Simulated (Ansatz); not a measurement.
# Depolarisation of Sr on Al(111): the Topping model put to the test

In Topping's model the dipole per adsorbate falls as μ = μ₀/(1 + 9αn^(3/2)), with n the density and α a polarisability, so 1/μ is a straight line in n^(3/2).

How it was computed: Ansatz 0.2.0, plane waves with PAW datasets (its set soft_2), PBE; 4 layers at the tabulated experimental lattice constant with the lower two held, adsorbates relaxed from the hcp site, dipole correction. μ is the change of the cell's dipole per adsorbate, positive end outwards.

| run | n^(3/2) (nm⁻³) | 1/μ (1/D) |
| --- | --- | --- |
| 0.0625 ML | 0.83 | 0.258 |
| 0.111 ML | 1.96 | ? |
| 0.25 ML | 6.60 | 0.814 |

**Question.** What value belongs in the row marked “?”, and how far can the other rows tell?

Two rows fix a line: slope = (0.814 − 0.258) / (6.60 − 0.83) = 0.09636, intercept 0.17802. The intercept gives μ₀ = 1/0.1780 = 5.62 D, and slope over intercept 9α = 0.541 nm³, or α = 60 Å³, an effective value that holds the metal's image. At 1.96 it gives 0.09636 × 1.96 + 0.17802 = 0.367 1/D. Rounding of the rows alone allows about ±0.001 1/D there; two rows can't show whether the line holds.

The run itself gives 0.343 1/D: a miss of −0.024 1/D, or 7.0 % of the value. In dipoles that is 2.72 D predicted against 2.92 D found. The line meets this point to some per cent.

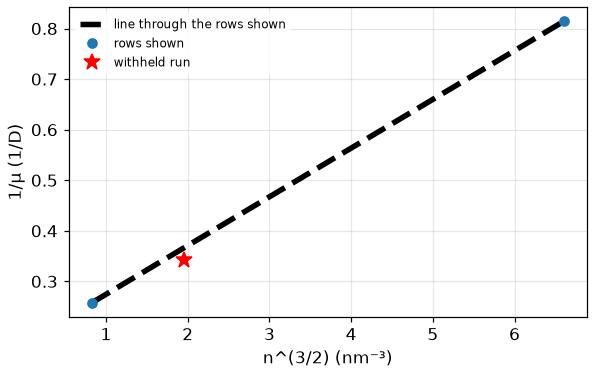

The fit and the withheld run.

**Limits.** Heights and bonding change with coverage, which the model leaves out; its factor is about 9 for square and hexagonal arrays and differs for rectangular ones and rows; and slabs this thin add errors of their own. The test is put only to electropositive adsorbates whose dipole falls by a fifth or more between the two rows shown.
